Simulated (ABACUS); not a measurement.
Ta: single-point calculation (part 2 of 2)

The same run, continued: Ta (Fm-3m, 1 atom in the cell); Kohn-Sham DFT of a periodic cell, PBE, PseudoDojo NC SR 0.4.1 PBE standard, no spin polarisation (ABACUS 3.10.1); cutoff 1360.57 eV, 11×11×11 k-mesh, fermi-dirac of 0.05 eV. The structure derives from an entry of the Crystallography Open Database.

Geometry of the input (Å; fractional positions):
```
0.0000  2.1100  2.1100
2.1100  0.0000  2.1100
2.1100  2.1100  0.0000
Ta 0.0000  0.0000  0.0000
```

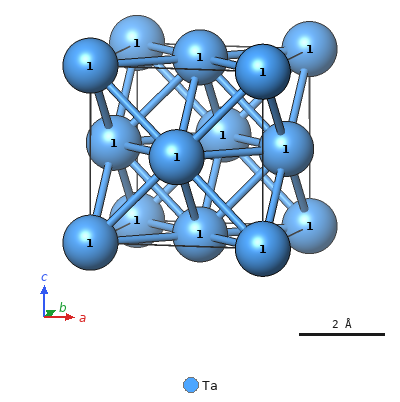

Figure 1. The structure as given in the input (ball-and-stick view of the cell 4 times as large as that of the calculation, set on its symmetry axes, seen slightly off an axis; atoms are numbered from 1 in the order of the input).

## Output, continued
```
----------------------------------------------------------

 LCAO ALGORITHM --------------- ION=   1  ELEC=   3--------------------------------

 Density error is 0.00266455725546
----------------------------------------------------------
     Energy           Rydberg                 eV
----------------------------------------------------------
 E_KohnSham     -130.1877505347      -1771.2952170743
 E_Harris       -130.1955695014      -1771.4015995741
 E_Fermi        1.3216912183         17.9825315654
----------------------------------------------------------

 LCAO ALGORITHM --------------- ION=   1  ELEC=   4--------------------------------

 Density error is 8.010417311e-05
----------------------------------------------------------
     Energy           Rydberg                 eV
----------------------------------------------------------
 E_KohnSham     -130.1877508062      -1771.2952207690
 E_Harris       -130.1876661090      -1771.2940684038
 E_Fermi        1.3215485702         17.9805907381
----------------------------------------------------------

 LCAO ALGORITHM --------------- ION=   1  ELEC=   5--------------------------------

 Density error is 2.44582677125e-06
----------------------------------------------------------
     Energy           Rydberg                 eV
----------------------------------------------------------
 E_KohnSham     -130.1877508067      -1771.2952207747
 E_Harris       -130.1877904561      -1771.2957602330
 E_Fermi        1.3215567160         17.9807015684
----------------------------------------------------------

 LCAO ALGORITHM --------------- ION=   1  ELEC=   6--------------------------------

 Density error is 7.06341140218e-07
----------------------------------------------------------
     Energy           Rydberg                 eV
----------------------------------------------------------
 E_KohnSham     -130.1877508067      -1771.2952207756
 E_Harris       -130.1877369963      -1771.2950328748
 E_Fermi        1.3215554515         17.9806843635
----------------------------------------------------------

 LCAO ALGORITHM --------------- ION=   1  ELEC=   7--------------------------------

 Density error is 4.28994383983e-08
----------------------------------------------------------
     Energy           Rydberg                 eV
----------------------------------------------------------
 E_KohnSham     -130.1877508067      -1771.2952207759
 E_KS(sigma->0) -130.1873238134      -1771.2894112337
 E_Harris       -130.1877501455      -1771.2952117797
 E_band         -8.6728358406        -117.9999852510
 E_one_elec     -18.5835796325       -252.8425722388
 E_Hartree      15.1180832315        205.6920747865
 E_xc           -29.5582334312       -402.1603974779
 E_Ewald        -97.1631669879       -1321.9727067615
 E_entropy(-TS) -0.0008539866        -0.0116190842
 E_descf        0.0000000000         0.0000000000
 E_exx          0.0000000000         0.0000000000
 E_Fermi        1.3215557328         17.9806881905
----------------------------------------------------------

 charge density convergence is achieved
 final etot is -1771.2952208 eV
 EFERMI = 17.98068819 eV

 STATE ENERGY(eV) AND OCCUPATIONS    NSPIN == 1
 1/56 kpoint (Cartesian) = 0.0000 0.0000 0.0000 (537 pws)
       1       -49.7276     0.00150263
       2       -15.6904     0.00150263
       3       -15.6904     0.00150263
       4       -15.6904     0.00150263
       5        9.83896     0.00150263
       6        18.4083    2.89845e-07
       7        18.4083    2.89845e-07
       8        18.4083    2.89845e-07
       9        21.4171    2.13277e-33
      10        21.4171    2.13277e-33
      11        30.0896        0.00000

 2/56 kpoint (Cartesian) = 0.021542 0.021542 0.021542 (540 pws)
       1       -49.7207      0.0120210
       2       -15.7760      0.0120210
       3       -15.7013      0.0120210
       4       -15.7013      0.0120210
       5        10.1651      0.0120210
       6        18.1290    0.000588791
       7        18.5578    1.16780e-07
       8        18.5578    1.16780e-07
       9        21.2679    3.36918e-31
      10        21.2679    3.36918e-31
      11        30.7793        0.00000

 3/56 kpoint (Cartesian) = 0.043085 0.043085 0.043085 (542 pws)
       1       -49.7021      0.0120210
       2       -16.0006      0.0120210
       3       -15.7303      0.0120210
       4       -15.7303      0.0120210
       5        11.0542      0.0120210
       6        17.5564      0.0120186
       7        18.8227    5.83504e-10
       8        18.8227    5.83504e-10
       9        21.1293    5.38556e-30
      10        21.1293    5.38556e-30
      11        31.4609        0.00000

 4/56 kpoint (Cartesian) = 0.064627 0.064627 0.064627 (547 pws)
       1       -49.6777      0.0120210
       2       -16.2848      0.0120210
       3       -15.7680      0.0120210
       4       -15.7680      0.0120210
       5        12.1957      0.0120210
       6        17.2283      0.0120210
       7        18.7536    2.32692e-09
       8        18.7536    2.32692e-09
       9        21.6395    1.99465e-34
      10        21.6395    1.99465e-34
      11        29.9941        0.00000

 5/56 kpoint (Cartesian) = 0.086170 0.086170 0.086170 (546 pws)
       1       -49.6552      0.0120210
       2       -16.5368      0.0120210
       3       -15.8024      0.0120210
       4       -15.8024      0.0120210
       5        13.0311      0.0120210
       6        17.6334      0.0120095
       7        18.4382    1.27558e-06
       8        18.4382    1.27558e-06
       9        22.6949    1.35644e-43
      10        22.6949    1.35644e-43
      11        28.8384        0.00000

 6/56 kpoint (Cartesian) = 0.10771 0.10771 0.10771 (545 pws)
       1       -49.6418      0.0120210
       2       -16.6827      0.0120210
       3       -15.8227      0.0120210
       4       -15.8227      0.0120210
       5        13.3140      0.0120210
       6        18.2150    0.000109785
       7        18.2150    0.000109785
       8        18.4653    7.42247e-07
       9        23.5890    2.32513e-51
      10        23.5890    2.32513e-51
      11        28.1274        0.00000

[... levels at 50 further k points ...]

 correction force for each atom along direction 1 is -1.59107e-14
 correction force for each atom along direction 2 is -6.07676e-15
 correction force for each atom along direction 3 is 3.57760e-14
------------------------------------------------------------------------------------------
 TOTAL-FORCE (eV/Angstrom)
------------------------------------------------------------------------------------------
                       Ta1         0.0000000000         0.0000000000         0.0000000000
------------------------------------------------------------------------------------------

----------------------------------------------------------------
 TOTAL-STRESS (KBAR)
----------------------------------------------------------------
         7.7904307407         0.0000000000        -0.0000000000
        -0.0000000000         7.7904307407        -0.0000000000
        -0.0000000000         0.0000000000         7.7904307407
----------------------------------------------------------------
 TOTAL-PRESSURE: 7.790431 KBAR

 --------------------------------------------
 !FINAL_ETOT_IS -1771.2952207758696659 eV
 --------------------------------------------
```

## Standard output
```
ABACUS v3.10.1

               Atomic-orbital Based Ab-initio Computation at UStc

%%%%%%%%%%%%%%%%%%%%%%%%%%%%%%%%%%%%%%%%%%%%%%%%%%%%%%%%%%%%%%%%%%%%%%%%%%%%%%%%%%%%%%%%%%%%%%%%%%%%%%%%%
 Warning: the number of valence electrons in pseudopotential > 5 for Ta: [Xe] 4f14 5d3 6s2
 Pseudopotentials with additional electrons can yield (more) accurate outcomes, but may be less efficient.
 If you're confident that your chosen pseudopotential is appropriate, you can safely ignore this warning.
%%%%%%%%%%%%%%%%%%%%%%%%%%%%%%%%%%%%%%%%%%%%%%%%%%%%%%%%%%%%%%%%%%%%%%%%%%%%%%%%%%%%%%%%%%%%%%%%%%%%%%%%%

 UNIFORM GRID DIM        : 36 * 36 * 36
 UNIFORM GRID DIM(BIG)   : 12 * 12 * 12
 ---------------------------------------------------------
 Self-consistent calculations for electrons
 ---------------------------------------------------------
 SPIN    KPOINTS         PROCESSORS  THREADS     NBASE
 1       56              4           4           35
 ---------------------------------------------------------
 Use Systematically Improvable Atomic bases
 ---------------------------------------------------------
 ELEMENT ORBITALS        NBASE       NATOM       XC
 Ta      4s3p3d1f-7au    35          1
 ---------------------------------------------------------
 Initial plane wave basis and FFT box
 ---------------------------------------------------------
 -------------------------------------------
 SELF-CONSISTENT :
 -------------------------------------------
 START CHARGE      : atomic
 ITER       ETOT/eV          EDIFF/eV         DRHO     TIME/s
 GE1     -1.77124104e+03   0.00000000e+00   5.5107e-02   0.48
 GE2     -1.77129516e+03  -5.41260518e-02   1.1521e-02   0.44
 GE3     -1.77129522e+03  -5.34757248e-05   2.6646e-03   0.44
 GE4     -1.77129522e+03  -3.69466394e-06   8.0104e-05   0.46
 GE5     -1.77129522e+03  -5.71809142e-09   2.4458e-06   0.43
 GE6     -1.77129522e+03  -8.83603091e-10   7.0634e-07   0.46
 GE7     -1.77129522e+03  -3.05877481e-10   4.2899e-08   0.44
----------------------------------------------------------------
 TOTAL-STRESS (KBAR)
----------------------------------------------------------------
         7.7904307407         0.0000000000        -0.0000000000
        -0.0000000000         7.7904307407        -0.0000000000
        -0.0000000000         0.0000000000         7.7904307407
----------------------------------------------------------------
 TOTAL-PRESSURE: 7.790431 KBAR
```

## File mulliken.txt
```
 0
CALCULATE THE MULLIkEN ANALYSIS FOR EACH ATOM
 Total charge:	13
Decomposed Mulliken populations
0                             Zeta of Ta              Spin 1
s                                      0              2.0025
s                                      1              0.9932
s                                      2             -0.0105
s                                      3             -0.0022
SUM OVER M+Zeta                                       2.9830

pz                                     0              1.9777
px                                     0              1.9817
py                                     0              1.9697
SUM OVER M                                            5.9291
pz                                     1              0.3125
px                                     1              0.2628
py                                     1              0.2185
SUM OVER M                                            0.7938
pz                                     2              0.0219
px                                     2              0.0066
py                                     2              0.0187
SUM OVER M                                            0.0472
SUM OVER M+Zeta                                       6.7701

dz^2                                   0              0.7634
dxz                                    0              0.2919
dyz                                    0              0.6742
dx^2-y^2                               0              0.3657
dxy                                    0              1.1587
SUM OVER M                                            3.2539
dz^2                                   1             -0.0171
dxz                                    1             -0.0125
dyz                                    1             -0.0493
dx^2-y^2                               1             -0.0098
dxy                                    1             -0.0224
SUM OVER M                                           -0.1112
dz^2                                   2             -0.0078
dxz                                    2             -0.0023
dyz                                    2             -0.0085
dx^2-y^2                               2             -0.0030
dxy                                    2              0.0000
SUM OVER M                                           -0.0215
SUM OVER M+Zeta                                       3.1213

fz^3                                   0              0.0337
fxz^2                                  0              0.0053
fyz^2                                  0              0.0143
fzx^2-zy^2                             0              0.0036
fxyz                                   0              0.0370
fx^3-3*xy^2                            0              0.0116
f3yx^2-y^3                             0              0.0202
SUM OVER M                                            0.1256
SUM OVER M+Zeta                                       0.1256

SUM OVER M+Zeta+L                                    13.0000

Total Charge on atom:                 Ta             13.0000
```

## Key numbers

```csv
quantity,value
outcome,converged
space group (tolerance 0.01 Å),Fm-3m (225)
electrons treated,13
free energy,−1771.2952 eV
Fermi energy,17.981 eV
gap on the k-point mesh,none (metallic)
pressure,0.78 GPa
largest force (length of the vector),under 0.001 eV/Å
hardware,"4 threads of AMD EPYC (Zen 3), 24 GiB of memory available, shared host"
wall time,4.2 s (CPU time 17 s)
peak memory,0.4 GiB
```

## Notes

Points of doubt noted for this run: home made orbitals. Spin–orbit coupling is left out, which matters for Ta.
